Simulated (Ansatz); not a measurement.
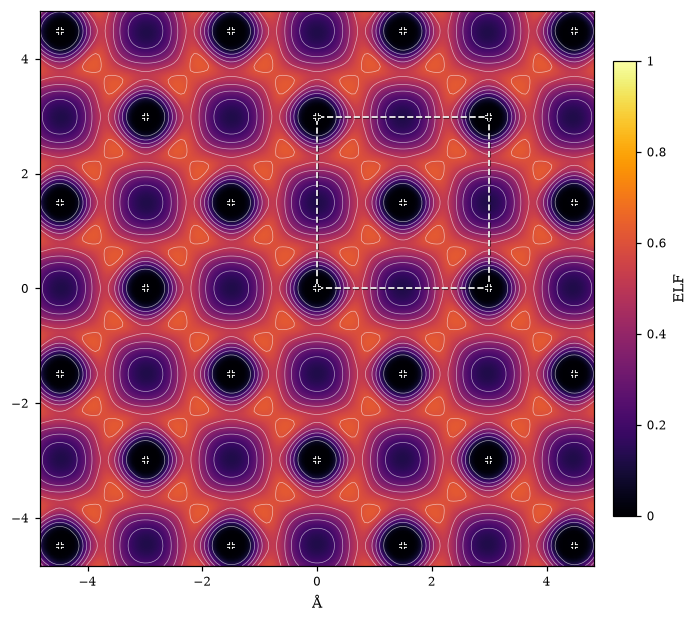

The electron localisation function on a plane through atoms (crosses mark nuclei in the plane).

Computed with DFT, revPBE, plane waves (420 eV) with PAW, scalar-relativistic in Ansatz.

Candidates:
A. Ni, a = 2.50 Å, b = 2.50 Å, c = 4.11 Å, α = 89.99°, β = 89.99°, γ = 120.00°. Space group P6₃/mmc; set up as Ni, beta-Sn type; a generated structure, not necessarily the stable one; spin-polarised.
B. B, a = 2.99 Å, b = 2.99 Å, c = 2.99 Å, α = 90.00°, β = 90.00°, γ = 90.00°. Space group Fm-3m; set up as B, fcc; a generated structure, not necessarily the stable one; changed on purpose from its base cell (volume × 1.12); computed pressure about −24 GPa in this cell; computed without spin polarisation.

> Which candidate gave the map?

Candidate B: B on the (100) plane of the conventional cell, which holds B. B–B (2.11 Å): the ELF peaks at about 0.65 between the atoms.
